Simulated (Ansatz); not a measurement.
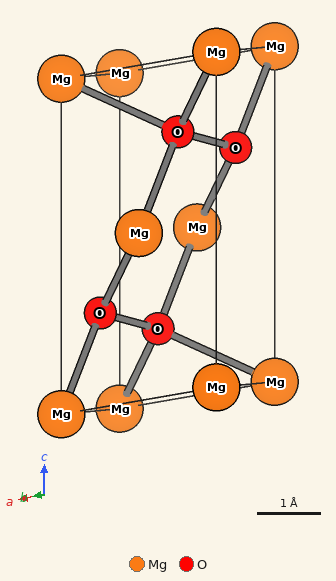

Phonons of a crystal of MgO₂, space group R-3m (No. 166), at the zone centre of a doubled cell. A ball-and-stick model of the cell of the calculation, seen from a free direction.

Theory: DFT r2SCAN, scalar-relativistic, plane waves, PAW in Ansatz. Set-up: plane-wave cutoff 500 eV; k-point mesh 8 × 8 × 4; occupations gaussian; smearing width 0.05 eV; no spin polarisation.

Frequencies are those without the non-analytic (LO–TO) term.

### Give the spectrum at this point.

The calculation's cell holds 6 atoms, so there are 15 modes besides the translations, in 14 levels. No level is unstable.

```
level  degeneracy  frequency (cm⁻¹)         origin
    1           1               171  zone boundary
    2           1               252  zone boundary
    3           1               290  zone boundary
    4           1               303  zone boundary
    5           1               307    zone centre
    6           1               308    zone centre
    7           1               386    zone centre
    8           2               419    zone centre
    9           1               426  zone boundary
   10           1               450  zone boundary
   11           1               455  zone boundary
   12           1               486  zone boundary
   13           1               954  zone boundary
   14           1               971    zone centre
```

The modes drawn as arrows, 6 of the levels:

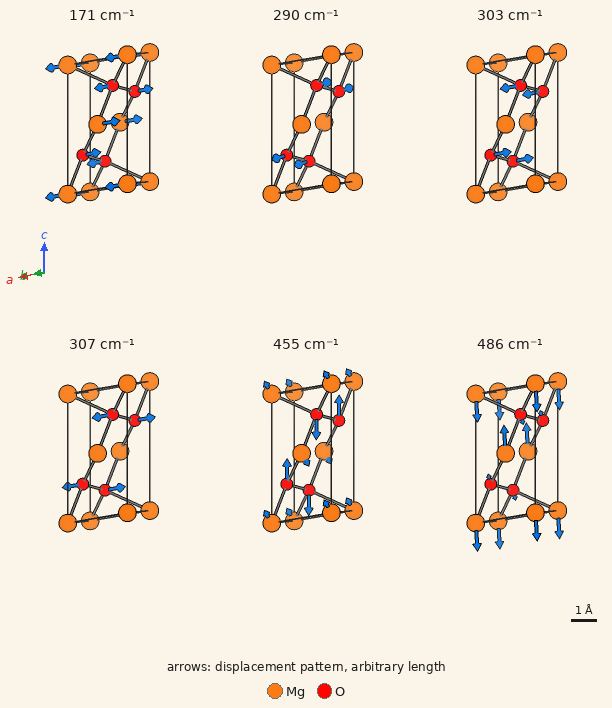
